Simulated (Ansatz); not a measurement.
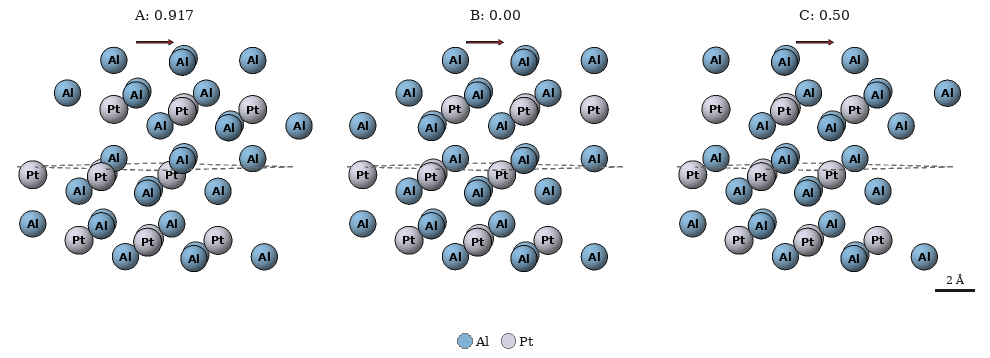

Crystalline Al2Pt (Fm-3m): the crystal above a cut along the (1 1 1) plane of the conventional cell (between a plane of Pt below and one of Al above, 0.86 Å apart) is slid rigidly by fractions of an in-plane lattice vector 7.28 Å long (a generalised stacking fault). One cut stands in each cell, which starts 10.3 Å high; nothing is relaxed, and the dashed outline marks the cut, the arrow on top the direction of slip. The picture is a spheres-only view of the layers on both sides of the cut, seen from the side, nearly along the cut plane.

Method: DFT PBE, scalar-relativistic, plane waves, PAW (Ansatz 0.2.0). Set-up: plane-wave cutoff 420 eV; k-point mesh 13 × 13 × 5; occupations gaussian; smearing width 0.15 eV; no spin polarisation. Energies (free energies at the smearing named) are counted from the relaxed crystal.

Rank the frames from lowest to highest energy.

Answer. Lowest first: B (the slip 0.00, 0 mJ/m²), A (the slip 0.917, 805 mJ/m²), C (the slip 0.50, 19537 mJ/m²). Over the whole scan: the curve starts and ends at zero, since a full lattice vector restores the crystal. Its highest computed point is 19537 mJ/m² at slip 0.50. The points are too sparse to place its extrema closely. Relaxation across the fault would lower the values.
